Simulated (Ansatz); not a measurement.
## SiC: geometry relaxation (part 1 of 3)

System: SiC (6 atoms in the cell).
Method: DFT PBE+D3(BJ), scalar-relativistic, plane waves, PAW, no spin polarisation (Ansatz 0.2.0).

The structure derives from a Materials Project entry. It belongs to a series of runs on one base structure; here: 3 of 6 C sites taken by Si, cell and atoms relaxed. Figures and captions count atoms from 1; the log counts them from 0 in places.

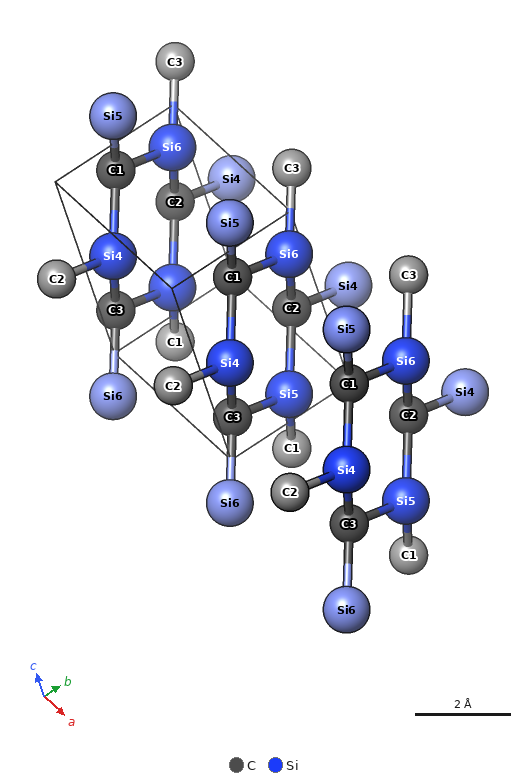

Figure 1. The structure as given in the input (ball-and-stick view of the cell of the calculation, repeated 2 × 1 × 1, seen slightly off an axis; neighbours outside the cell are drawn fainter; atoms are numbered from 1 in the order of the input). Near neighbours in the crystal (not all of them lie inside the picture): C has 3 Si at 1.86 Å; Si has 3 C at 1.86 Å.

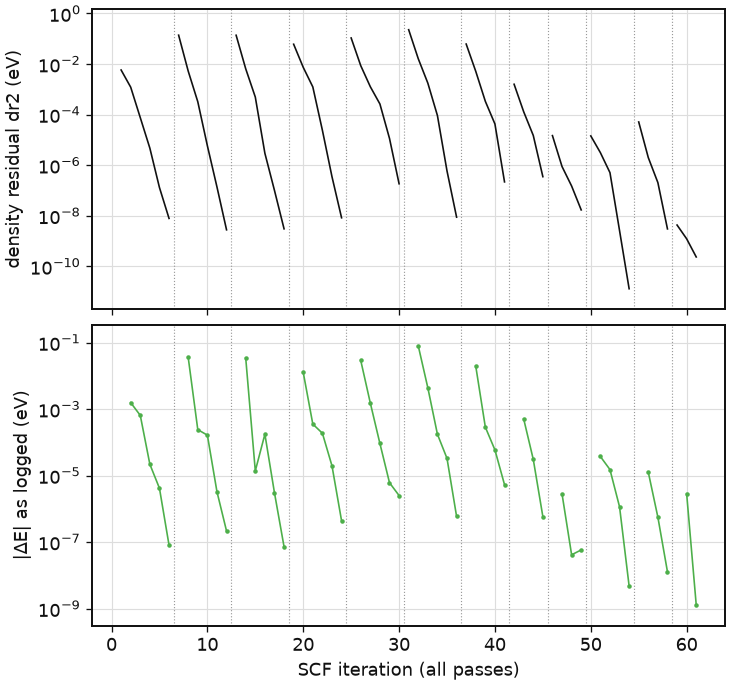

Figure 2. Convergence of the self-consistent field: density residual dr2 and size of the energy change against the SCF iteration. The dotted lines part the SCF passes of the relaxation: geometry steps, rejected trials and re-solves on a re-selected basis. The 12 passes take 3 to 6 iterations each, 61 in all.

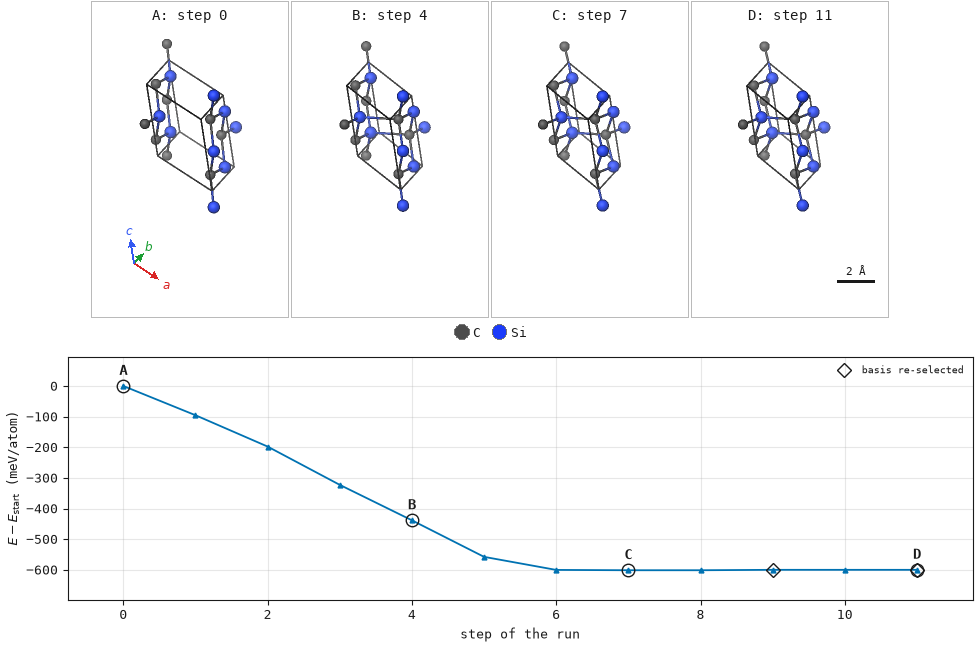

Figure 3. Frames of the relaxation (ball-and-stick view of the cell of the calculation, with bonded neighbours outside it, seen slightly off an axis) above the curves, on which the letters mark them (the first geometry is step 0 here and step 1 in the log).

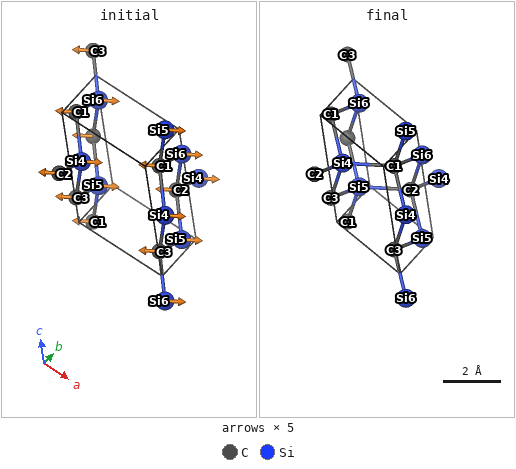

Figure 4. Before (left) and after (right) the relaxation, at one scale (ball-and-stick view of the cell of the calculation, with bonded neighbours outside it, seen slightly off an axis). The orange arrows give the displacements (without the part carried along by the change of the cell), magnified 5 times. After 9 geometry steps the energy has fallen by 600 meV per atom. Largest force component: 0.6 eV/Å at the start, 0.00026 eV/Å at the end. The pressure goes from −14.91 to 0.00 GPa. 1 further SCF at an unchanged geometry re-selected the plane-wave basis for the new cell. The largest moves relative to the cell, 0.16 Å, are those of C1, C2, C3, Si4, Si5 and Si6. Largest moves by element: C 0.16 Å, Si 0.16 Å. Cell: a 3.724 → 3.075 Å (−17.4 %), b = c 5.455 → 5.326 Å (−2.4 %), β 104.1° → 106.8°, γ 104.1° → 106.8°. Volume −26.4 %. Among the contacts that change: C1–Si4 2.845 → 1.883 Å. New bonds form: C1–Si4 (2.85 → 1.88 Å), C2–Si5 (2.85 → 1.88 Å), C3–Si6 (2.85 → 1.88 Å). Among the angles that change: Si4–C1–Si5 115.4° → 109.5°, C1–Si4–C2 115.4° → 109.5°. The space group (tolerance 0.01 Å) goes from R3m (No. 160) to F-43m (No. 216). The energy change given includes the shifts at the re-selections in mid-walk, which come without any move. A last SCF at the same geometry on a re-selected plane-wave basis shifts the energy by +0.0 meV per atom. (Atoms are counted from 1 in the order of the input.)

The input and output of the run follow.

## Input
```yaml
crystal:
  lattice:
    - [1.7983093776, 0.0, -3.2614912724]
    - [-2.7273565571, -4.7239153906, 0.0144280043]
    - [-2.7273565571, 4.7239153906, 0.0144280043]
  atoms:
    - { symbol: C, position: [0.9374666623, 0.4791750962, 0.8125084296] }
    - { symbol: C, position: [0.9374666623, 0.8125084296, 0.4791750962] }
    - { symbol: C, position: [0.9374666623, 0.1458417629, 0.1458417629] }
    - { symbol: Si, position: [0.0625333377, 0.1874915704, 0.5208249038] }
    - { symbol: Si, position: [0.0625333377, 0.5208249038, 0.1874915704] }
    - { symbol: Si, position: [0.0625333377, 0.8541582371, 0.8541582371] }
basis:
  ecutwfc: 420
kpoints:
  mp_grid: { grid: [12, 8, 8] }
hamiltonian:
  xc: pbe
  dispersion: d3bj
scf:
  occupations: { method: gaussian, width: 0.01 }
output:
  forces: true
  stress: true
  eigenvalues: true
relax:
  adjacent_minimum: "off"
  f_tol: 0.015
  max_steps: 60
  cell: { stress_tol: 0.15 }
```

Command:
```bash
ansatz run input.yaml --threads 1 --pin off --max-ram 2560MiB --backend cpu --events-out ev --progress --plain --runs-dir out
```

## Output
```
Engine: ansatz 0.2.0, x86_64-unknown-linux-gnu
Pseudopotentials: kind: paw
Pseudopotential: C, paw, valence charge 4, recommended cutoff 420 eV (normal), C.paw.azcp
Pseudopotential: Si, paw, valence charge 4, recommended cutoff 420 eV (normal), Si.paw.azcp
Functional definition: PBE
  parameter kappa = 0.804
  parameter beta = 0.06672455060314922
  exchange = pbe_x(kappa = kappa, mu = beta*pi^2/3)
  correlation = pbe_c(beta = beta)
Crystal: 6 atoms, lattice volume = 83.796 Å³
Basis set: ecut = 420 eV, 1637 PW (Γ), exchange–correlation on 50×80×80 points (8 copies of the dense FFT grid, shifted against one another)
Bands: 18, of which v1, the nominal top of the filled ones, is band 12 counted from 1 (11 counted from 0)
Symmetry: 6 space group operations
Space group: Cm (ITA 8), of the structure as read, at distance tolerance 4.4e-5 Å
k-points: 222 of 768 (time reversal used)
Non-local potential: C, projectors of the file, l = 0: 2, l = 1: 2, l = 2: 1
Non-local potential: Si, projectors of the file, l = 0: 2, l = 1: 2, l = 2: 2
PAW form: soft (Blöchl's): semilocal exchange-correlation on the pseudo side does not see the compensation charge
PAW one-centre angular grid: C, 110 points (default); XC on 64 Gauss nodes
PAW one-centre angular grid: Si, 110 points (default); XC on 64 Gauss nodes
Initial density: superposition of atomic densities (neutral atoms: chi_scale 0, normalization atom), corrected by the library's trained network
Initial wavefunctions: pseudopotential atomic-orbital guess
Functional: x = pbe(κ = 0.804, μ = 0.2195149727645171), c = pbe(β = 0.06672455060314922)
SCF iter   1: F=—  HF=-2659.676693 eV  |F-HF|=—  |Δ(HF+E_count)|=         —  Δρ=3.06e-3  dr2=5.79e-3  ethr=1.77e-3  ⟨swp⟩=6.4  Hψ=24390  notcnv=0
preconditioner: auto → none  [insulator: Δε(μ)=1.531 eV  Ē_g=9.941 eV  σ=0.010 eV  W_gap=1.00  n_scr=12 (ndim 8)  ℏωp=19.9 eV  f_vac=0.000  D(μ)=0.00/eV (n_scr^D=0)  ε∞_Penn≈5.0]
SCF iter   2: F=—  HF=-2659.678254 eV  |F-HF|=—  |Δ(HF+E_count)|=   1.56e-3  Δρ=1.41e-3  dr2=1.21e-3  ethr=2.41e-5  ⟨swp⟩=2.5  Hψ=8679  notcnv=0  defer=326
SCF iter   3: F=—  HF=-2659.678899 eV  |F-HF|=—  |Δ(HF+E_count)|=   6.45e-4  Δρ=2.80e-4  dr2=7.55e-5  ethr=5.04e-6  ⟨swp⟩=2.6  Hψ=6879  notcnv=0  defer=326
SCF iter   4: F=—  HF=-2659.678921 eV  |F-HF|=—  |Δ(HF+E_count)|=   2.18e-5  Δρ=8.41e-5  dr2=4.68e-6  ethr=3.15e-7  ⟨swp⟩=2.6  Hψ=6391  notcnv=0  defer=326
SCF iter   5: F=—  HF=-2659.678925 eV  |F-HF|=—  |Δ(HF+E_count)|=   4.15e-6  Δρ=1.18e-5  dr2=1.30e-7  ethr=1.95e-8  ⟨swp⟩=2.0  Hψ=6302  notcnv=0  defer=326
SCF iter   6: F=-2659.678925 eV  HF=-2659.678925 eV  |F-HF|=1.04e-9  |Δ(HF+E_count)|=   8.07e-8  Δρ=2.77e-6  dr2=7.80e-9  ethr=4.17e-10  ⟨swp⟩=7.8  Hψ=17799  notcnv=0
SCF 1 converged in 6 iterations: F = -2659.678925 eV  dr2 = 7.80e-9
  greatest PAW one-centre occupation: 0.649 electrons in one spin orbital (limit 2), on the C atom at site 2 (counted from 0), in its partial waves of l = 0
relax step   1: F+E_penalty+E_count = -2659.67892476 eV  Δ(F+E_penalty+E_count) = +0.000e0 eV  max|allowed force component| = 5.984e-1 eV/Å  Δτ_max = 0.0000 Å  P = -14.910 GPa  Ω = 83.796 Å³  (6 SCF iters, dr2 threshold 1.00e-7 eV, accepted)
Crystal: 6 atoms, lattice volume = 78.480 Å³
Basis set: ecut = 420 eV, 1503 PW (Γ), exchange–correlation on 50×80×80 points (8 copies of the dense FFT grid, shifted against one another)
Initial density: handed on by an earlier stage of this run
Initial wavefunctions: those handed on with the density
iter 1 solved again at ethr=5.48e-4 eV; its pass at ethr=3.10e-3 eV (dr2=1.32e-1 eV) is discarded
SCF iter   1: F=—  HF=-2660.287711 eV  |F-HF|=—  |Δ(HF+E_count)|=         —  Δρ=1.14e-2  dr2=1.38e-1  ethr=5.48e-4  ⟨swp⟩=1.3  Hψ=26409  notcnv=0
preconditioner: auto → none  [insulator: Δε(μ)=1.486 eV  Ē_g=10.342 eV  σ=0.010 eV  W_gap=1.00  n_scr=12 (ndim 8)  ℏωp=20.5 eV  f_vac=0.000  D(μ)=0.00/eV (n_scr^D=0)  ε∞_Penn≈4.9]
SCF iter   2: F=—  HF=-2660.251870 eV  |F-HF|=—  |Δ(HF+E_count)|=   3.58e-2  Δρ=2.46e-3  dr2=5.24e-3  ethr=5.48e-4  ⟨swp⟩=2.6  Hψ=7516  notcnv=0
SCF iter   3: F=—  HF=-2660.251631 eV  |F-HF|=—  |Δ(HF+E_count)|=   2.40e-4  Δρ=7.49e-4  dr2=3.21e-4  ethr=2.18e-5  ⟨swp⟩=2.7  Hψ=7807  notcnv=0
SCF iter   4: F=—  HF=-2660.251795 eV  |F-HF|=—  |Δ(HF+E_count)|=   1.64e-4  Δρ=1.03e-4  dr2=5.84e-6  ethr=1.34e-6  ⟨swp⟩=2.5  Hψ=6675  notcnv=0
iter 5 did not close the SCF: its close was put off for the readings that it lacked (scf_convergence_deferred on its scf_iter line)
SCF iter   5: F=-2660.251799 eV  HF=-2660.251798 eV  |F-HF|=1.84e-7  |Δ(HF+E_count)|=   3.26e-6  Δρ=1.83e-5  dr2=1.37e-7  ethr=2.44e-8  ⟨swp⟩=2.4  Hψ=6383  notcnv=0
SCF iter   6: F=-2660.251799 eV  HF=-2660.251799 eV  |F-HF|=3.98e-9  |Δ(HF+E_count)|=   2.14e-7  Δρ=2.77e-6  dr2=2.76e-9  ethr=5.73e-10  ⟨swp⟩=2.2  Hψ=13723  notcnv=0
SCF 2 converged in 6 iterations: F = -2660.251799 eV  dr2 = 2.76e-9
relax step   2: F+E_penalty+E_count = -2660.25179860 eV  Δ(F+E_penalty+E_count) = -5.729e-1 eV  max|allowed force component| = 7.545e-2 eV/Å  Δτ_max = 0.0052 Å  P = -12.003 GPa  Ω = 78.480 Å³  energy of the carried Pulay correction = +7.138e-3 eV  (6 SCF iters, dr2 threshold 6.00e-7 eV, accepted)
Crystal: 6 atoms, lattice volume = 72.800 Å³
Basis set: ecut = 420 eV, 1431 PW (Γ), exchange–correlation on 50×80×80 points (8 copies of the dense FFT grid, shifted against one another)
iter 1 solved again at ethr=5.51e-4 eV; its pass at ethr=3.10e-3 eV (dr2=1.32e-1 eV) is discarded
SCF iter   1: F=—  HF=-2660.899936 eV  |F-HF|=—  |Δ(HF+E_count)|=         —  Δρ=1.18e-2  dr2=1.37e-1  ethr=5.51e-4  ⟨swp⟩=1.4  Hψ=26065  notcnv=0
preconditioner: auto → none  [insulator: Δε(μ)=1.315 eV  Ē_g=10.758 eV  σ=0.010 eV  W_gap=1.00  n_scr=12 (ndim 8)  ℏωp=21.3 eV  f_vac=0.000  D(μ)=0.00/eV (n_scr^D=0)  ε∞_Penn≈4.9]
SCF iter   2: F=—  HF=-2660.865575 eV  |F-HF|=—  |Δ(HF+E_count)|=   3.44e-2  Δρ=2.86e-3  dr2=6.46e-3  ethr=5.51e-4  ⟨swp⟩=2.6  Hψ=7517  notcnv=0
SCF iter   3: F=—  HF=-2660.865562 eV  |F-HF|=—  |Δ(HF+E_count)|=   1.38e-5  Δρ=9.37e-4  dr2=4.92e-4  ethr=2.69e-5  ⟨swp⟩=2.8  Hψ=7835  notcnv=0
SCF iter   4: F=—  HF=-2660.865737 eV  |F-HF|=—  |Δ(HF+E_count)|=   1.75e-4  Δρ=8.33e-5  dr2=2.94e-6  ethr=2.05e-6  ⟨swp⟩=2.9  Hψ=7200  notcnv=0
iter 5 did not close the SCF: its close was put off for the readings that it lacked (scf_convergence_deferred on its scf_iter line)
SCF iter   5: F=-2660.865740 eV  HF=-2660.865740 eV  |F-HF|=5.08e-8  |Δ(HF+E_count)|=   3.02e-6  Δρ=1.48e-5  dr2=9.99e-8  ethr=1.23e-8  ⟨swp⟩=2.2  Hψ=6467  notcnv=0
SCF iter   6: F=-2660.865740 eV  HF=-2660.865740 eV  |F-HF|=4.49e-9  |Δ(HF+E_count)|=   7.21e-8  Δρ=2.90e-6  dr2=3.02e-9  ethr=4.16e-10  ⟨swp⟩=2.1  Hψ=13498  notcnv=0
SCF 3 converged in 6 iterations: F = -2660.865740 eV  dr2 = 3.02e-9
relax step   3: F+E_penalty+E_count = -2660.86574010 eV  Δ(F+E_penalty+E_count) = -6.139e-1 eV  max|allowed force component| = 7.531e-1 eV/Å  Δτ_max = 0.0239 Å  P = -7.527 GPa  Ω = 72.800 Å³  energy of the carried Pulay correction = +1.530e-2 eV  (6 SCF iters, dr2 threshold 6.00e-7 eV, accepted)
Crystal: 6 atoms, lattice volume = 68.799 Å³
Basis set: ecut = 420 eV, 1347 PW (Γ), exchange–correlation on 50×80×80 points (8 copies of the dense FFT grid, shifted against one another)
iter 1 solved again at ethr=2.39e-4 eV; its pass at ethr=3.10e-3 eV (dr2=5.74e-2 eV) is discarded
SCF iter   1: F=—  HF=-2661.628608 eV  |F-HF|=—  |Δ(HF+E_count)|=         —  Δρ=8.86e-3  dr2=6.05e-2  ethr=2.39e-4  ⟨swp⟩=1.5  Hψ=26420  notcnv=0
preconditioner: auto → none  [insulator: Δε(μ)=1.089 eV  Ē_g=11.097 eV  σ=0.010 eV  W_gap=1.00  n_scr=12 (ndim 8)  ℏωp=21.9 eV  f_vac=0.000  D(μ)=0.00/eV (n_scr^D=0)  ε∞_Penn≈4.9]
SCF iter   2: F=—  HF=-2661.615951 eV  |F-HF|=—  |Δ(HF+E_count)|=   1.27e-2  Δρ=3.75e-3  dr2=7.38e-3  ethr=2.39e-4  ⟨swp⟩=2.1  Hψ=7355  notcnv=0
SCF iter   3: F=—  HF=-2661.615598 eV  |F-HF|=—  |Δ(HF+E_count)|=   3.53e-4  Δρ=1.55e-3  dr2=1.24e-3  ethr=3.07e-5  ⟨swp⟩=2.9  Hψ=7848  notcnv=0
SCF iter   4: F=—  HF=-2661.615785 eV  |F-HF|=—  |Δ(HF+E_count)|=   1.87e-4  Δρ=2.54e-4  dr2=2.38e-5  ethr=5.16e-6  ⟨swp⟩=3.0  Hψ=7992  notcnv=0
SCF iter   5: F=—  HF=-2661.615805 eV  |F-HF|=—  |Δ(HF+E_count)|=   1.96e-5  Δρ=3.10e-5  dr2=3.48e-7  ethr=2.50e-9  ⟨swp⟩=4.0  Hψ=19293  notcnv=0
SCF iter   6: F=-2661.615805 eV  HF=-2661.615805 eV  |F-HF|=1.49e-8  |Δ(HF+E_count)|=   4.36e-7  Δρ=5.25e-6  dr2=8.26e-9  ethr=1.45e-9  ⟨swp⟩=2.3  Hψ=14129  notcnv=0
SCF 4 converged in 6 iterations: F = -2661.615805 eV  dr2 = 8.26e-9
  greatest PAW one-centre occupation: 0.646 electrons in one spin orbital (limit 2), on the C atom at site 2 (counted from 0), in its partial waves of l = 0
relax step   4: F+E_penalty+E_count = -2661.61580507 eV  Δ(F+E_penalty+E_count) = -7.501e-1 eV  max|allowed force component| = 1.442e0 eV/Å  Δτ_max = 0.0407 Å  P = -7.232 GPa  Ω = 68.799 Å³  energy of the carried Pulay correction = +2.142e-2 eV  (6 SCF iters, dr2 threshold 6.00e-7 eV, accepted)
Crystal: 6 atoms, lattice volume = 64.599 Å³
Basis set: ecut = 420 eV, 1257 PW (Γ), exchange–correlation on 50×80×80 points (8 copies of the dense FFT grid, shifted against one another)
iter 1 solved again at ethr=4.26e-4 eV; its pass at ethr=3.10e-3 eV (dr2=1.02e-1 eV) is discarded
SCF iter   1: F=—  HF=-2662.340693 eV  |F-HF|=—  |Δ(HF+E_count)|=         —  Δρ=1.20e-2  dr2=1.07e-1  ethr=4.26e-4  ⟨swp⟩=1.4  Hψ=26515  notcnv=0
preconditioner: auto → none  [insulator: Δε(μ)=0.831 eV  Ē_g=11.602 eV  σ=0.010 eV  W_gap=1.00  n_scr=10 (ndim 8)  ℏωp=22.6 eV  f_vac=0.000  D(μ)=0.00/eV (n_scr^D=0)  ε∞_Penn≈4.8]
SCF iter   2: F=—  HF=-2662.311681 eV  |F-HF|=—  |Δ(HF+E_count)|=   2.90e-2  Δρ=4.15e-3  dr2=8.59e-3  ethr=4.26e-4  ⟨swp⟩=2.2  Hψ=7693  notcnv=0
SCF iter   3: F=—  HF=-2662.310170 eV  |F-HF|=—  |Δ(HF+E_count)|=   1.51e-3  Δρ=1.65e-3  dr2=1.26e-3  ethr=3.58e-5  ⟨swp⟩=2.5  Hψ=7549  notcnv=0
SCF iter   4: F=—  HF=-2662.310262 eV  |F-HF|=—  |Δ(HF+E_count)|=   9.21e-5  Δρ=7.24e-4  dr2=2.62e-4  ethr=5.24e-6  ⟨swp⟩=1.1  Hψ=4032  notcnv=0
SCF iter   5: F=—  HF=-2662.310268 eV  |F-HF|=—  |Δ(HF+E_count)|=   6.08e-6  Δρ=1.57e-4  dr2=1.14e-5  ethr=1.09e-6  ⟨swp⟩=2.2  Hψ=6649  notcnv=0
SCF iter   6: F=-2662.310271 eV  HF=-2662.310271 eV  |F-HF|=1.53e-8  |Δ(HF+E_count)|=   2.50e-6  Δρ=1.86e-5  dr2=1.83e-7  ethr=2.50e-9  ⟨swp⟩=4.1  Hψ=19716  notcnv=0
SCF 5 converged in 6 iterations: F = -2662.310271 eV  dr2 = 1.83e-7
  greatest PAW one-centre occupation: 0.647 electrons in one spin orbital (limit 2), on the C atom at site 2 (counted from 0), in its partial waves of l = 0
relax step   5: F+E_penalty+E_count = -2662.31027095 eV  Δ(F+E_penalty+E_count) = -6.945e-1 eV  max|allowed force component| = 2.119e0 eV/Å  Δτ_max = 0.0203 Å  P = -3.281 GPa  Ω = 64.599 Å³  energy of the carried Pulay correction = +2.820e-2 eV  (6 SCF iters, dr2 threshold 6.00e-7 eV, accepted)
Crystal: 6 atoms, lattice volume = 60.743 Å³
Basis set: ecut = 420 eV, 1179 PW (Γ), exchange–correlation on 50×80×80 points (8 copies of the dense FFT grid, shifted against one another)
iter 1 solved again at ethr=9.15e-4 eV; its pass at ethr=3.10e-3 eV (dr2=2.20e-1 eV) is discarded
SCF iter   1: F=—  HF=-2663.110311 eV  |F-HF|=—  |Δ(HF+E_count)|=         —  Δρ=1.95e-2  dr2=2.27e-1  ethr=9.15e-4  ⟨swp⟩=1.1  Hψ=28436  notcnv=0
preconditioner: auto → none  [insulator: Δε(μ)=0.851 eV  Ē_g=12.119 eV  σ=0.010 eV  W_gap=1.00  n_scr=10 (ndim 8)  ℏωp=23.3 eV  f_vac=0.000  D(μ)=0.00/eV (n_scr^D=0)  ε∞_Penn≈4.7]
SCF iter   2: F=—  HF=-2663.030491 eV  |F-HF|=—  |Δ(HF+E_count)|=   7.98e-2  Δρ=6.19e-3  dr2=1.62e-2  ethr=9.15e-4  ⟨swp⟩=2.2  Hψ=7463  notcnv=0
SCF iter   3: F=—  HF=-2663.026142 eV  |F-HF|=—  |Δ(HF+E_count)|=   4.35e-3  Δρ=2.08e-3  dr2=1.75e-3  ethr=6.75e-5  ⟨swp⟩=2.4  Hψ=7763  notcnv=0  defer=6
SCF iter   4: F=—  HF=-2663.025967 eV  |F-HF|=—  |Δ(HF+E_count)|=   1.75e-4  Δρ=5.86e-4  dr2=9.15e-5  ethr=7.29e-6  ⟨swp⟩=2.7  Hψ=7849  notcnv=0  defer=6
SCF iter   5: F=—  HF=-2663.026000 eV  |F-HF|=—  |Δ(HF+E_count)|=   3.28e-5  Δρ=4.48e-5  dr2=5.88e-7  ethr=2.50e-9  ⟨swp⟩=4.8  Hψ=21621  notcnv=0
SCF iter   6: F=-2663.026000 eV  HF=-2663.026000 eV  |F-HF|=1.34e-8  |Δ(HF+E_count)|=   5.89e-7  Δρ=5.82e-6  dr2=8.74e-9  ethr=2.45e-9  ⟨swp⟩=2.5  Hψ=14696  notcnv=0
SCF 6 converged in 6 iterations: F = -2663.026000 eV  dr2 = 8.74e-9
  greatest PAW one-centre occupation: 0.648 electrons in one spin orbital (limit 2), on the C atom at site 2 (counted from 0), in its partial waves of l = 0
relax step   6: F+E_penalty+E_count = -2663.02600048 eV  Δ(F+E_penalty+E_count) = -7.157e-1 eV  max|allowed force component| = 1.487e0 eV/Å  Δτ_max = 0.0563 Å  P = +3.822 GPa  Ω = 60.743 Å³  energy of the carried Pulay correction = +3.477e-2 eV  (6 SCF iters, dr2 threshold 6.00e-7 eV, accepted)
Crystal: 6 atoms, lattice volume = 61.455 Å³
Basis set: ecut = 420 eV, 1217 PW (Γ), exchange–correlation on 50×80×80 points (8 copies of the dense FFT grid, shifted against one another)
iter 1 solved again at ethr=2.54e-4 eV; its pass at ethr=3.10e-3 eV (dr2=6.11e-2 eV) is discarded
```
